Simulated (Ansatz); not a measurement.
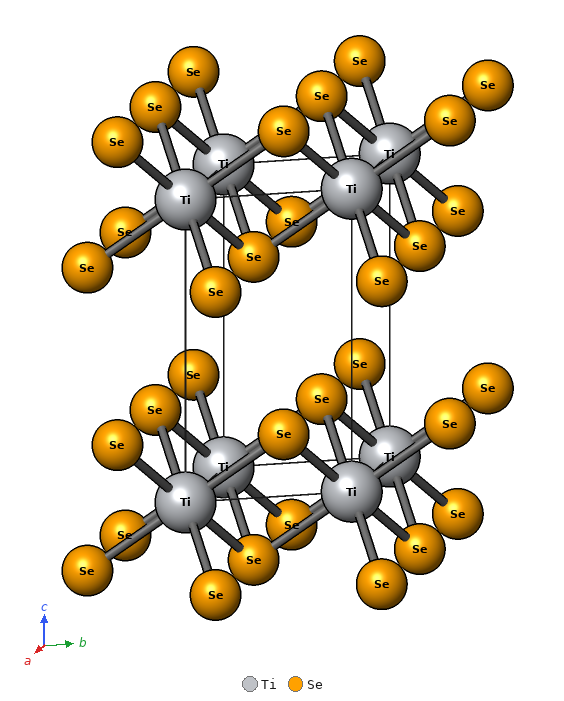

Structure drawing (ball-and-stick), viewed slightly off an axis. Lines trace the edges of the conventional unit cell. The bonded neighbours beyond the faces are included. Cell: a = 3.56 Å, b = 3.56 Å, c = 6.33 Å, α = 90.00°, β = 90.00°, γ = 120.00°.

The structure was taken from a structure type known for this compound. Earlier steps of the study, as a rule a relaxation of our own, may have changed the cell and positions, so they can lie some per cent off the listed ones. It went into a calculation with Ansatz.

Q: In words:

A: The solid is TiSe2. Space group: P-3m1 (No. 164). Lattice: primitive hexagonal. The arrangement is known as cadmium iodide (CdI₂, 1T) type. With Z = 1, the cell contains 1 Ti, 2 Se. The neighbours of Ti are six Se in an octahedral arrangement at about 2.6 Å. Se bonds to three Ti in a trigonal pyramidal arrangement at about 2.6 Å. The bonds build TiSe2 layers parallel to (001).

Setup: DFT r2SCAN, scalar-relativistic, plane waves, PAW in Ansatz 0.2.0; E_cut = 500 eV, Brillouin-zone sampling on a 12×12×6 mesh, Gaussian smearing of 0.05 eV, no spin polarisation.

Q: Predict the gap.

A: A metal: bands cross the Fermi level.

Q: What net charge does each kind of atom have (Bader)?

A: Ti +1.72 e; Se -0.86 e.

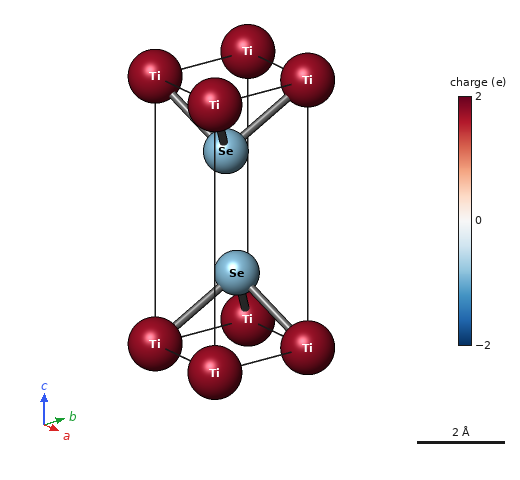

The atoms coloured by those charges. The run's cell of 3 atoms is drawn.

Q: Is the structure relaxed at this level of theory?

A: Yes. All forces vanish to within 0.01 eV/Å. The pressure is -0.1 GPa, close to zero.
